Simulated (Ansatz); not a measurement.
Input file:

```
crystal:
  lattice:
    - [-0.0811395, 2.66408025, 2.66408025]
    - [2.66408025, -0.0811395, 2.66408025]
    - [2.66408025, 2.66408025, -0.0811395]
  atoms:
    - { symbol: Zn, position: [0.0, 0.0, 0.0] }
    - { symbol: S, position: [0.75, 0.75, 0.75] }
kpoints:
  mp_grid: { grid: [8, 8, 8] }
scf:
  occupations: { method: fermi_dirac, width: 0.01 }
hamiltonian:
  xc: pbe
  pseudopotentials: { kind: paw }
output:
  forces: true
  stress: true
  eigenvalues: true
  efg: { contact_densities: true }
  write_density: true
  write_potential: true
  elf: true
  volumetric_format: npy
```

Run with:

```sh
ansatz run input.yaml --threads 1 --pin off --max-ram 3072MiB --backend cpu --events-out ev --progress --plain --runs-dir out
```

Below, planes, directions and counts refer to the conventional cell (a = 3.88 Å, b = 3.88 Å, c = 9.09 Å, α = 90.00°, β = 90.00°, γ = 120.00°).

Space group R3m; changed on purpose from its base cell (equal xy, yz and zx shear strains of -3 %, PAW files); not relaxed (largest force 0.4 eV/Å).

Theory: DFT, PBE, PAW with Ansatz's default frozen-core files, scalar-relativistic (Ansatz).

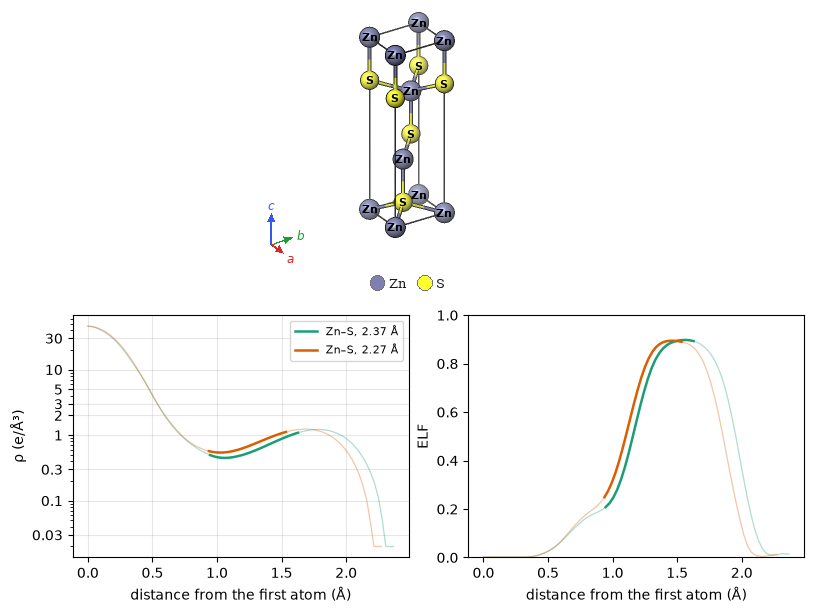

ZnS. Valence pseudo-density and electron localisation function along straight lines between neighbouring atoms. Thin, pale parts lie inside the atomic spheres. The structure is drawn too.

Core electrons are frozen (PAW), and the valence fields are smoothed inside the atomic spheres.

Compare the contacts.

Answer. Zn–S (2.37 Å): the density is about 0.49 e/Å³ at the midpoint; the ELF peaks at about 0.90 in the valence shell of S, 0.8 Å from its nucleus, and is about 0.55 at the midpoint.
Zn–S (2.27 Å): ρ at the midpoint is about 0.58 e/Å³; the ELF peaks at about 0.90 in the valence shell of S, 0.8 Å from its nucleus, and is about 0.55 at the midpoint.
